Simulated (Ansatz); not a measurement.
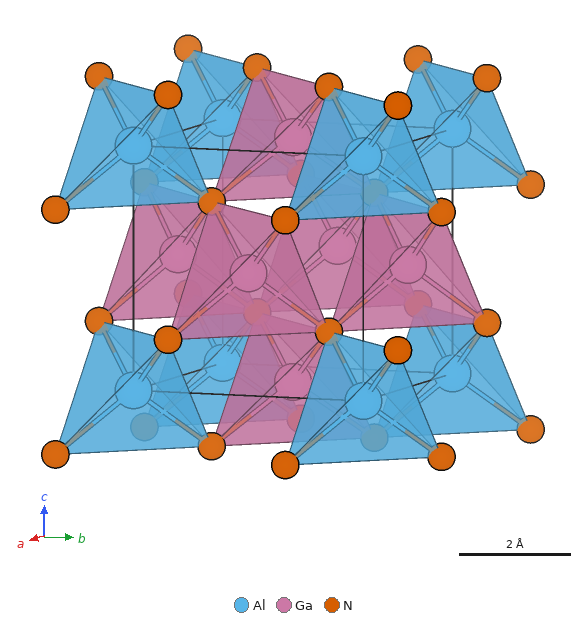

*The structure as given in the input (polyhedral view of the cell of the calculation, seen slightly off an axis; polyhedra are completed across the faces of the cell). An atom can appear more than once, as a periodic image.*

**Phonon calculation, with input and output: AlGa$_{3}$N$_{4}$**

The run: phonon calculation of AlGa$_{3}$N$_{4}$ (8 atoms in the cell). Method and program: DFT PBEsol, scalar-relativistic, plane waves, PAW, no spin polarisation (Ansatz 0.2.0).

The structure derives from a Materials Project entry. It belongs to a series of runs on one base structure; here: dielectric tensors at the zone centre.

## What the program printed
```
Engine: ansatz 0.2.0, aarch64-unknown-linux-gnu
Pseudopotentials: kind: paw
Pseudopotential: Al, paw, valence charge 3, recommended cutoff 420 eV (normal), Al.paw.azcp
Pseudopotential: Ga, paw, valence charge 13, recommended cutoff 420 eV (normal), Ga.paw.azcp
Pseudopotential: N, paw, valence charge 5, recommended cutoff 420 eV (normal), N.paw.azcp
Functional definition: PBEsol
  exchange = pbesol_x
  correlation = pbesol_c
Crystal: 8 atoms, lattice volume = 89.173 Å³
Basis set: ecut = 420 eV, 1743 PW (Γ), exchange–correlation on 60×60×60 points (8 copies of the dense FFT grid, shifted against one another)
Bands: 39, of which v1, the nominal top of the filled ones, is band 31 counted from 1 (30 counted from 0)
Symmetry: 24 space group operations
k-points: 112 of 216 (irreducible under 1 space group operation, time reversal used)
Non-local potential: Al, projectors of the file, l = 0: 2, l = 1: 2, l = 2: 1
Non-local potential: Ga, projectors of the file, l = 0: 2, l = 1: 2, l = 2: 3, l = 3: 1
Non-local potential: N, projectors of the file, l = 0: 2, l = 1: 2, l = 2: 1
PAW form: soft (Blöchl's): semilocal exchange-correlation on the pseudo side does not see the compensation charge
PAW frozen core: Al, regenerated for the run's functional, and the local potential with it (the file was generated under x = pbe(κ = 0.804, μ = 0.2195149727645171), c = pbe(β = 0.06672455060314922))
PAW frozen core: Ga, regenerated for the run's functional, and the local potential with it (the file was generated under x = pbe(κ = 0.804, μ = 0.2195149727645171), c = pbe(β = 0.06672455060314922))
PAW frozen core: N, regenerated for the run's functional, and the local potential with it (the file was generated under x = pbe(κ = 0.804, μ = 0.2195149727645171), c = pbe(β = 0.06672455060314922))
PAW one-centre angular grid: Al, 110 points (default); XC on 64 Gauss nodes
PAW one-centre angular grid: Ga, 590 points (default); XC on 64 Gauss nodes
PAW one-centre angular grid: N, 110 points (default); XC on 64 Gauss nodes
Initial density: superposition of atomic densities (neutral atoms: chi_scale 0, normalization atom), corrected by the library's trained network
Initial wavefunctions: pseudopotential atomic-orbital guess
Functional: x = pbesol(κ = 0.804, μ = 0.12345679012345678), c = pbesol(β = 0.046)
SCF iter   1: F=—  HF=-13274.444843 eV  |F-HF|=—  |Δ(HF+E_count)|=         —  Δρ=1.18e-2  dr2=1.23e-1  ethr=1.77e-3  ⟨swp⟩=5.1  Hψ=14786  notcnv=0  defer=584
preconditioner: auto → Resta (q_TF=auto, 2.568 Å⁻¹)  ε∞=4.7  [insulator: Δε(μ)=2.204 eV  Ē_g=16.097 eV  n_scr=26 (ndim 8)  ℏωp=31.0 eV  f_vac=0.000  ε∞_Penn≈4.7]
SCF iter   2: F=—  HF=-13274.409861 eV  |F-HF|=—  |Δ(HF+E_count)|=   3.50e-2  Δρ=1.82e-3  dr2=2.94e-3  ethr=1.98e-4  ⟨swp⟩=2.0  Hψ=6469  notcnv=0  defer=652
SCF iter   3: F=—  HF=-13274.409400 eV  |F-HF|=—  |Δ(HF+E_count)|=   4.61e-4  Δρ=8.65e-4  dr2=5.80e-4  ethr=4.75e-6  ⟨swp⟩=2.1  Hψ=5759  notcnv=0  defer=652
SCF iter   4: F=—  HF=-13274.409392 eV  |F-HF|=—  |Δ(HF+E_count)|=   7.90e-6  Δρ=2.07e-4  dr2=3.70e-5  ethr=9.36e-7  ⟨swp⟩=3.0  Hψ=8424  notcnv=0  defer=640
SCF iter   5: F=—  HF=-13274.409362 eV  |F-HF|=—  |Δ(HF+E_count)|=   2.93e-5  Δρ=1.11e-4  dr2=6.78e-6  ethr=5.96e-8  ⟨swp⟩=2.0  Hψ=7441  notcnv=0  defer=375
SCF iter   6: F=—  HF=-13274.409366 eV  |F-HF|=—  |Δ(HF+E_count)|=   3.70e-6  Δρ=1.23e-5  dr2=1.04e-7  ethr=1.09e-8  ⟨swp⟩=3.0  Hψ=8044  notcnv=0  defer=373
SCF iter   7: F=—  HF=-13274.409367 eV  |F-HF|=—  |Δ(HF+E_count)|=   4.92e-7  Δρ=2.26e-6  dr2=2.84e-9  ethr=1.67e-10  ⟨swp⟩=2.0  Hψ=5339  notcnv=0  defer=370
SCF iter   8: F=—  HF=-13274.409367 eV  |F-HF|=—  |Δ(HF+E_count)|=   3.49e-9  Δρ=3.95e-7  dr2=1.18e-10  ethr=4.58e-12  ⟨swp⟩=2.4  Hψ=7753  notcnv=0  defer=370
SCF iter   9: F=-13274.409367 eV  HF=-13274.409367 eV  |F-HF|=1.82e-12  |Δ(HF+E_count)|=  7.82e-11  Δρ=6.64e-8  dr2=5.03e-12  ethr=1.00e-12  ⟨swp⟩=11.8  Hψ=23284  notcnv=0
SCF 1 converged in 9 iterations: F = -13274.409367 eV  dr2 = 5.03e-12
  greatest PAW one-centre occupation: 0.995 electrons in one spin orbital (limit 2), on the Ga atom at site 3 (counted from 0), in its partial waves of l = 2
DFPT response loops at Γ: preconditioner auto → Resta (q_TF=auto, 2.568 Å⁻¹)  ε∞=5.1 (no band partly filled); β = 1.00, the filter's whole step (`scf.mixing.beta` (0.50) is not read by the response loops at its default; to damp them type it under 1.00, their step now; it binds the ground state too); Broyden in place of MSR1
── the response to a field inside a basis, on 6×6×6 k-points: an SCF that follows is theirs, and a resumed run solves both again ──
Bands: 32, of which v1, the nominal top of the filled ones, is band 31 counted from 1 (30 counted from 0)
k-points: 10 of 216 (time reversal used)
Initial density: handed on by an earlier stage of this run
Initial wavefunctions: pseudopotential atomic-orbital guess (no wavefunctions were taken with the density)
Eigensolver: Dense (10 Hₖ)
SCF iter   1: F=—  HF=-13274.321476 eV  |F-HF|=—  |Δ(HF+E_count)|=         —  Δρ=4.67e-4  dr2=6.49e-5  ethr=1.00e-1
preconditioner: auto → Resta (q_TF=auto, 2.568 Å⁻¹)  ε∞=5.8  [insulator: Δε(μ)=2.922 eV  Ē_g=14.130 eV  n_scr=26 (ndim 8)  ℏωp=31.0 eV  f_vac=0.000  ε∞_Penn≈5.8]
SCF iter   2: F=—  HF=-13274.321486 eV  |F-HF|=—  |Δ(HF+E_count)|=   9.73e-6  Δρ=2.42e-4  dr2=1.85e-5  ethr=1.05e-7
SCF iter   3: F=—  HF=-13274.321488 eV  |F-HF|=—  |Δ(HF+E_count)|=   1.50e-6  Δρ=4.68e-5  dr2=1.00e-6  ethr=2.98e-8
SCF iter   4: F=-13274.321487 eV  HF=-13274.321487 eV  |F-HF|=3.62e-8  |Δ(HF+E_count)|=   3.67e-7  Δρ=1.05e-5  dr2=3.36e-8  ethr=1.62e-9
SCF 1 converged in 4 iterations: F = -13274.321487 eV  dr2 = 3.36e-8
DFPT response loops at Γ: preconditioner auto → none (the input reference at scf.mixing.eps_inf says where Resta's filter doesn't serve); β = 0.50; Broyden in place of MSR1
WARN: field response: ε∞ stands inside a basis, on 6×6×6 points; the force constants stand on the 6×6×6 k-mesh, whose period is 11.72 times the interband length at k = (0.0000, 0.0000, 0.0000), direct gap 2.290 eV, under 14: take them and everything formed from them as unconverged, and compare with a denser kpoints.mp_grid
SCF converged after 9 iterations
Free energy (F): -13274.409367 eV
Harris-Foulkes:  -13274.409367 eV  (|F-HF|=1.82e-12)
Internal energy: -13274.409367 eV  (E = F + TS)
E sigma→0 (E₀):  -13274.409367 eV
Fermi energy:    8.905490 eV
--- Per-component energies (eV) ---
  E_band       = -19.287898
  E_kinetic    = 898.552462
  E_local      = -6510.064123  (includes V_loc(G=0)·N_el)
  E_nonlocal   = 1482.086561
  E_hartree    = 2976.725972
  E_xc         = -483.703865
  E_vxc        = -508.976906  (∫ρ·V_xc dr)
  E_paw        = -6805.493506  (= ΣΔE_a)
  E_vpaw       = -1334.338085  (= ΣTr[D̂ρ^β])
  E_aug_tail   = 0.000173  (compensation charges beyond the density's cutoff)
  E_ewald      = -4835.233508
  E_core_change = 2.720468  (= ΣΔE_core)
  E_smearing   = -0.000000  (= −TS)
  E_closure    = 0.000000  (closes the sum)
  Σ components = -13274.409367   (vs F -13274.409367, Δ=0.00e0)
--- Band table (eV; the first three rows and the last of 112) ---
  k-point 0: bands = ["-6.7742", "-5.5222", "-5.5222", "-5.5222", "-4.2870", "-4.2663", "-4.2663", "-4.2663", "-4.1866", "-4.1866", "-4.0509", "-4.0509", "-4.0509", "-4.0122", "-4.0122", "-3.9526", "-2.5341", "-2.5341", "-2.5341", "2.8194", "2.8194", "3.6214", "6.4240", "6.4240", "6.4240", "6.4301", "6.4301", "6.4301", "8.9055", "8.9055", "8.9055", "11.1952", "12.2384", "12.2384", "12.2384", "15.3496", "15.3496", "17.2889", "19.6661"]
  k-point 1: bands = ["-6.6624", "-5.5569", "-5.5237", "-5.5237", "-4.2821", "-4.2632", "-4.2632", "-4.2408", "-4.1812", "-4.1733", "-4.0816", "-4.0816", "-4.0498", "-4.0241", "-4.0120", "-3.9619", "-2.8283", "-2.4756", "-2.4756", "2.9354", "3.1164", "3.8159", "6.1139", "6.1472", "6.1472", "6.2075", "6.5685", "6.5685", "8.1771", "8.7174", "8.7174", "11.9450", "12.5533", "12.8275", "12.8275", "15.5709", "15.8417", "17.5650", "19.1291"]
  k-point 2: bands = ["-6.3628", "-5.6878", "-5.5266", "-5.5266", "-4.2511", "-4.2483", "-4.2483", "-4.1968", "-4.1481", "-4.1473", "-4.1473", "-4.1432", "-4.0444", "-4.0424", "-4.0129", "-3.9860", "-3.4168", "-2.3603", "-2.3603", "3.2364", "3.5803", "4.5044", "5.4653", "5.6745", "5.6745", "5.7375", "6.9610", "6.9610", "6.9740", "8.2181", "8.2181", "13.1064", "13.3426", "14.1605", "14.1605", "16.0467", "16.9202", "17.5901", "18.7192"]
  k-point 111: bands = ["-5.8586", "-5.6620", "-5.6620", "-5.6620", "-4.2754", "-4.2754", "-4.2754", "-4.2018", "-4.2018", "-4.0862", "-4.0862", "-4.0862", "-3.9851", "-3.9851", "-3.9851", "-3.0815", "-3.0815", "-3.0815", "-2.6140", "1.9599", "1.9599", "1.9599", "2.5771", "7.9081", "7.9081", "7.9081", "8.1515", "8.1515", "8.2209", "8.2209", "8.2209", "13.8253", "13.8253", "13.8253", "15.0863", "17.8155", "17.8155", "17.8155", "18.2093"]
--- Phonons (Γ-DFPT): 4 representative perturbations + reference, on 112 of 216 k-points (Σ response iterations 14) ---
  k mesh reduced under 1 symmetry operation, with k and −k counted as one. Each operation leaves every solved perturbation unchanged. A smaller set is not considered because the run solves the response to a homogeneous field
  ASR residual: 6.250e-5 → 0.000e0 eV/Å²; symmetrization residual: 2.429e-6 eV/Å²
  ASR residual per site (eV/Å²): 6.25e-5 2.60e-5 2.60e-5 2.60e-5 1.06e-5 1.06e-5 1.06e-5 1.06e-5
  Γ frequencies (cm⁻¹): 0.00 0.00 0.00 188.51 188.51 188.51 232.06 232.06 232.06 409.11 409.11 409.11 559.11 559.11 559.11 594.17 594.17 594.17 650.54 650.54 650.54 671.18 671.18 691.54
  ε∞ (high-frequency dielectric tensor):
        5.568219     0.000000     0.000000
        0.000000     5.568219    -0.000000
        0.000000    -0.000000     5.568219
  ε⁰ (static dielectric tensor: ions relaxed, cell fixed):
        9.923925    -0.000000    -0.000000
       -0.000000     9.923925     0.000000
       -0.000000     0.000000     9.923925
  ε⁰ − ε∞ (ionic part):
        4.355707    -0.000000    -0.000000
       -0.000000     4.355707     0.000000
       -0.000000     0.000000     4.355707
  softest optical mode at Γ: 188.51 cm⁻¹; the repairs (sum rule, projections) moved no ω² at Γ by more than (1.33 cm⁻¹)²
  Born effective charges Z* (e; rows j = field, columns β = displacement):
    site 0:
         2.56225    0.00000   -0.00000
         0.00000    2.56225   -0.00000
         0.00000   -0.00000    2.56225
    site 1:
         2.59753    0.00000   -0.00000
         0.00000    2.59753   -0.00000
         0.00000   -0.00000    2.69999
    site 2:
         2.59753    0.00000   -0.00000
         0.00000    2.69999   -0.00000
         0.00000   -0.00000    2.59753
    site 3:
         2.69999    0.00000   -0.00000
         0.00000    2.59753   -0.00000
         0.00000   -0.00000    2.59753
    site 4:
        -2.61432    0.05425   -0.05425
         0.05425   -2.61432   -0.05425
        -0.05425   -0.05425   -2.61432
    site 5:
        -2.61432   -0.05425    0.05425
        -0.05425   -2.61432   -0.05425
         0.05425   -0.05425   -2.61432
    site 6:
        -2.61432   -0.05425   -0.05425
        -0.05425   -2.61432    0.05425
        -0.05425    0.05425   -2.61432
    site 7:
        -2.61432    0.05425    0.05425
         0.05425   -2.61432    0.05425
         0.05425    0.05425   -2.61432
  Z* charge neutrality: 2.795e-3 e pre-enforcement
  solved inside a basis spanned on kpoints, on 6×6×6 k-points, its susceptibility summed on 10×10×10: ε∞ is read to err by 2.0e-2, Z* by 1.4e-2 e (field_mesh: kpoints solves on kpoints); Z* is corrected for what the basis lacks
  optical modes at Γ without the LO–TO term, one row a degenerate level:
      ω (cm⁻¹)  modes    IR ((D/Å)²/amu)
        188.51      3             0.0000
        232.06      3             0.3986
        409.11      3             6.0833
        559.11      3           131.4249
        594.17      3             0.0000
        650.54      3            34.7704
        671.18      2             0.0000
        691.54      1             0.0000
  optical modes at Γ + LO–TO along q̂ = [1.0000, 0.0000, 0.0000]:
      ω (cm⁻¹)  modes    IR ((D/Å)²/amu)
        188.51      3             0.0000
        232.06      2             0.2657
        232.69      1             0.0353
        409.11      2             4.0555
        413.31      1             0.3150
        559.11      2            87.6166
        594.17      3             0.0000
        624.22      1             3.0594
        650.54      2            23.1803
        671.18      2             0.0000
        691.54      1             0.0000
        767.89      1            54.1493
  optical modes at Γ + LO–TO along q̂ = [0.0000, 1.0000, 0.0000]:
      ω (cm⁻¹)  modes    IR ((D/Å)²/amu)
        188.51      3             0.0000
        232.06      2             0.2657
        232.69      1             0.0353
        409.11      2             4.0555
        413.31      1             0.3150
        559.11      2            87.6166
        594.17      3             0.0000
        624.22      1             3.0594
        650.54      2            23.1803
        671.18      2             0.0000
        691.54      1             0.0000
        767.89      1            54.1493
  optical modes at Γ + LO–TO along q̂ = [0.0000, 0.0000, 1.0000]:
      ω (cm⁻¹)  modes    IR ((D/Å)²/amu)
        188.51      3             0.0000
        232.06      2             0.2657
        232.69      1             0.0353
        409.11      2             4.0555
        413.31      1             0.3150
        559.11      2            87.6166
        594.17      3             0.0000
        624.22      1             3.0594
        650.54      2            23.1803
        671.18      2             0.0000
        691.54      1             0.0000
        767.89      1            54.1493
```

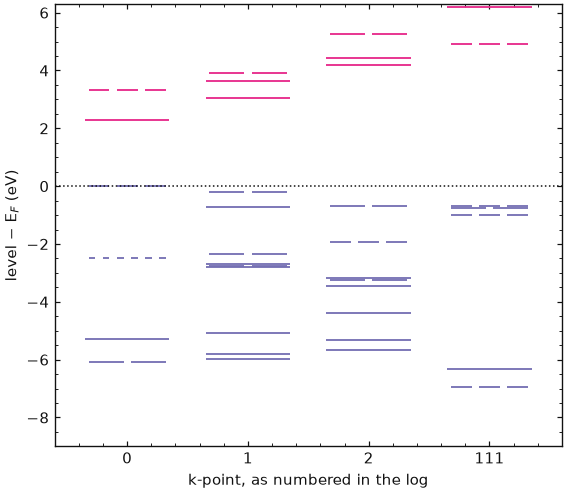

*Kohn–Sham levels near the Fermi level (dotted) at the few k-points that the log prints; levels within 0.02 eV of each other stand side by side.*

Among these points the highest filled and lowest empty levels are 2.29 eV apart, which is the gap on the mesh.

This output came from the following input.

## Input file
```yaml
crystal:
  lattice:
    - [4.4676279096, 0.0, 0.0]
    - [0.0, 4.4676279096, 0.0]
    - [0.0, 0.0, 4.4676279096]
  atoms:
    - { symbol: Al, position: [0.0, 0.0, 0.0] }
    - { symbol: Ga, position: [0.5, 0.5, 0.0] }
    - { symbol: Ga, position: [0.5, 0.0, 0.5] }
    - { symbol: Ga, position: [0.0, 0.5, 0.5] }
    - { symbol: "N", position: [0.7550309218, 0.7550309218, 0.2449690782] }
    - { symbol: "N", position: [0.7550309218, 0.2449690782, 0.7550309218] }
    - { symbol: "N", position: [0.2449690782, 0.7550309218, 0.7550309218] }
    - { symbol: "N", position: [0.2449690782, 0.2449690782, 0.2449690782] }
basis:
  ecutwfc: 420
kpoints:
  mp_grid: { grid: [6, 6, 6] }
hamiltonian:
  xc: pbesol
scf:
  occupations: { method: fixed }
output: {}
phonons:
  method: dfpt
  dielectric: true
  rigid_motions: translations
```

Launch command:
```bash
ansatz run input.yaml --threads 4 --pin off --max-ram 10240MiB --backend cpu --events-out ev --progress --plain --runs-dir out
```

## Key numbers

| quantity | value |
| --- | --- |
| outcome | converged |
| space group (tolerance 0.01 Å) | P-43m (215) |
| electrons treated | 62 |
| free energy | −13274.4094 eV |
| Fermi energy | 8.905 eV |
| gap on the k-point mesh | 2.29 eV |
| ε∞ (xx, yy, zz) | 5.57, 5.57, 5.57 |
| hardware | 4 threads of Arm Neoverse V1, 24 GiB of memory available, shared host |
| wall time | 96 s (CPU time 6 min) |
| peak memory | 1.9 GiB |

## Notes

The program warns: the k-point mesh is coarse for the field response.
